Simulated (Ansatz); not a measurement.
**SrTiO3: density, localisation and related maps**

Input file:

```
crystal:
  lattice:
    - [-2.7777137596, 2.7777137596, 3.9464442078]
    - [2.7777137596, -2.7777137596, 3.9464442078]
    - [2.7777137596, 2.7777137596, -3.9464442078]
  atoms:
    - { symbol: Sr, position: [0.75, 0.25, 0.5] }
    - { symbol: Sr, position: [0.25, 0.75, 0.5] }
    - { symbol: Ti, position: [0.0, 0.0, 0.0] }
    - { symbol: Ti, position: [0.5, 0.5, 0.0] }
    - { symbol: O, position: [0.25, 0.25, 0.0] }
    - { symbol: O, position: [0.75, 0.75, 0.0] }
    - { symbol: O, position: [0.7028556945, 0.2028556945, 0.9563899212] }
    - { symbol: O, position: [0.2281949606, 0.2718050394, 0.5] }
    - { symbol: O, position: [0.2718050394, 0.7718050394, 0.0436100788] }
    - { symbol: O, position: [0.7718050394, 0.7281949606, 0.5] }
basis:
  ecutwfc: 420
kpoints:
  mp_grid: { grid: [8, 8, 8] }
hamiltonian:
  xc: pbe
scf:
  occupations: { method: gaussian, width: 0.05 }
output:
  forces: true
  stress: true
  eigenvalues: true
  write_density: true
  write_potential: true
  elf: true
  volumetric_format: npy
```

Command:

```sh
ansatz run input.yaml --threads 2 --pin off --max-ram 5120MiB --backend cpu --events-out ev --progress --plain --runs-dir out
```

Below, planes, directions and counts refer to the conventional cell (a = 7.86 Å, b = 7.86 Å, c = 5.57 Å, α = 90.00°, β = 134.87°, γ = 90.00°).

Space group Cm; changed on purpose from its base cell (atom 7 (O) moved -0.200 A along Cartesian [0 0 1]); not relaxed (largest force 1.0 eV/Å); computed without spin polarisation.

Theory: DFT PBE, scalar-relativistic, plane waves, PAW (Ansatz).

The density is the valence pseudo-density of a PAW calculation; it isn't the true density close to the nuclei.

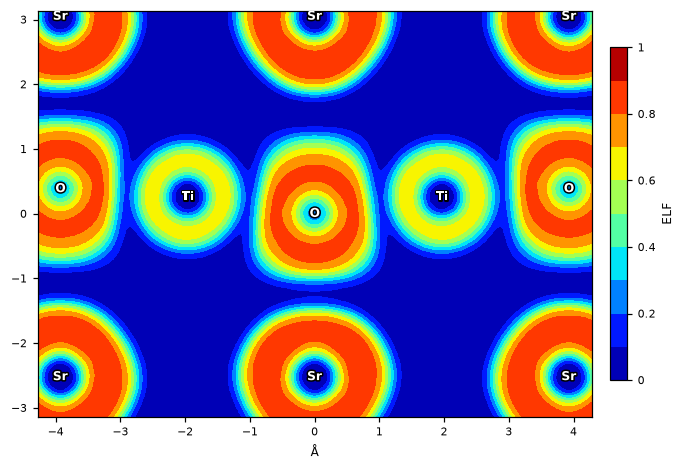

Figure 1. Electron localisation function on the (100) plane of the conventional cell.

**Describe what can be read from this map.**

The section cuts through Sr, Ti and O sites. Ti–O (1.98 Å): the ELF peaks at about 0.80 in the valence shell of O, 0.6 Å from its nucleus, and is about 0.20 at the midpoint: no localised pair shows between them. Sr–O (2.52 Å): the ELF is about 0.10 at the midpoint; an ionic contact with no shared pair. Sr–O (2.67 Å): the ELF is about 0.05 at the midpoint: a closed-shell, largely ionic contact. Sr–O (2.91 Å): the ELF is about 0.05 at the midpoint; a largely ionic contact. The features right at Sr and Ti lie inside the PAW spheres, where the map follows smoothed inner orbitals and isn't to be read closely.

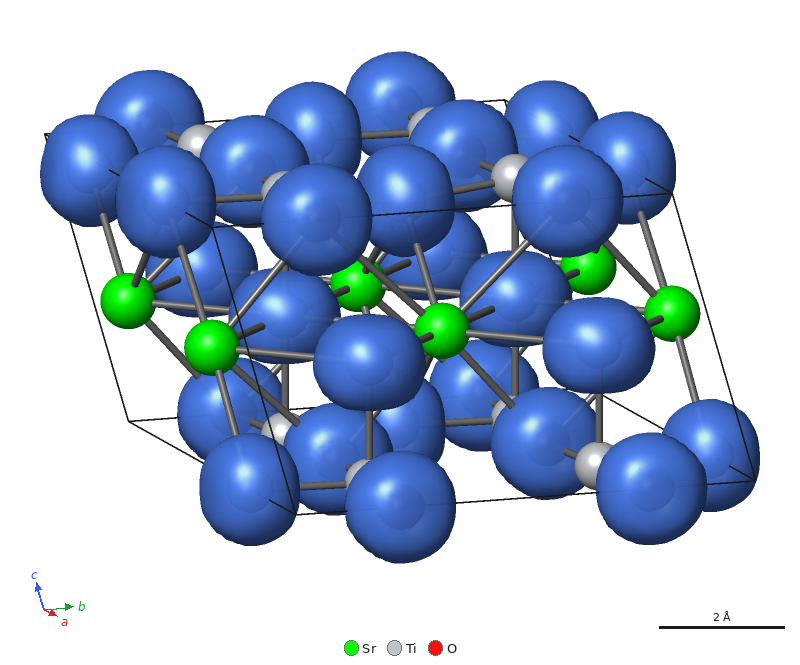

Figure 2. Isosurface of the ELF at 0.7 (blue), seen slightly off an axis. Core shells and regions of very low density are left out. Sticks mark near contacts.

**Where are the electrons localised?**

The ELF exceeds this value in twelve regions wrapped around O (the valence shell of each), counted in one cell of 20 atoms. Any copies at cell faces, edges or corners count once. Along the contacts the grid gives the following. Ti–O (1.97 Å): the ELF peaks at about 0.80 in the valence shell of O, 0.6 Å from its nucleus, and is about 0.20 at the midpoint: no shared electron pair shows on this line.

**Does the calculation make it a metal, or give it a gap?**

It is gapped, with a Kohn–Sham gap of 1.9 eV on the k-point mesh, an upper bound to the gap of this method.
